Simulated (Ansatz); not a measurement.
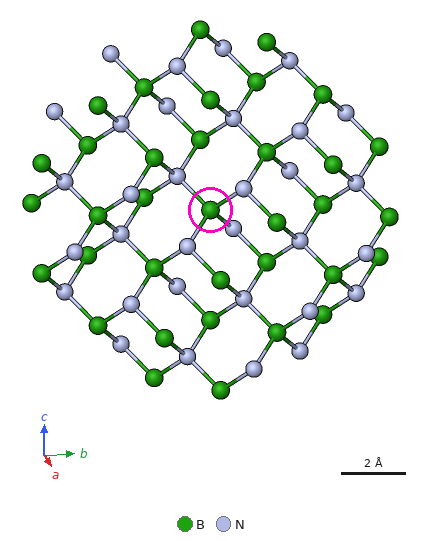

Perfect BN. Style: ball-and-stick. Shown: the atoms within 6.0 Å of one point, in a slice 3.4 Å thick across the line of sight, slightly off an axis.

Theory: Ansatz 0.2.0, DFT, PBEsol, PAW, plane waves. Set-up: plane-wave cutoff 420 eV; k-point mesh 1 × 1 × 1; mesh shifted by (0.25, 0.25, 0.25); collinear spin. Fermi-Dirac smearing of 0.01 eV. A uniform background neutralises the charged cell. The axes drawn are those of the host's conventional cell.

A boron atom is taken out (a vacancy) at the ringed place, in charge state +1. The supercell has 64 sites, and the atoms are relaxed at the host's cell.

> How do the neighbours respond?

Around the empty B site the host had 4 N at 1.56 Å; after relaxation the nearest atoms are 4 N at 1.70 to 1.73 Å. Of the host's atoms, a nitrogen atom moves furthest from its site, by 0.17 Å. The cell's net moment is 2.00 μB.

The relaxed defect, seen from the same direction:

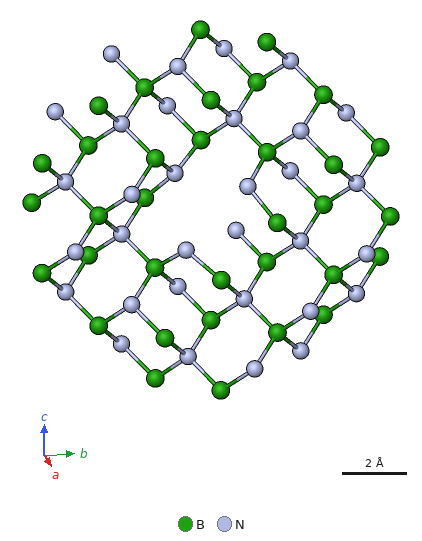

Limits of the set-up: the periodic images lie only 7.2 Å apart, so the values are limited by the cell's size; the cell is charged, on a uniform background, and energies carry no finite-size correction.
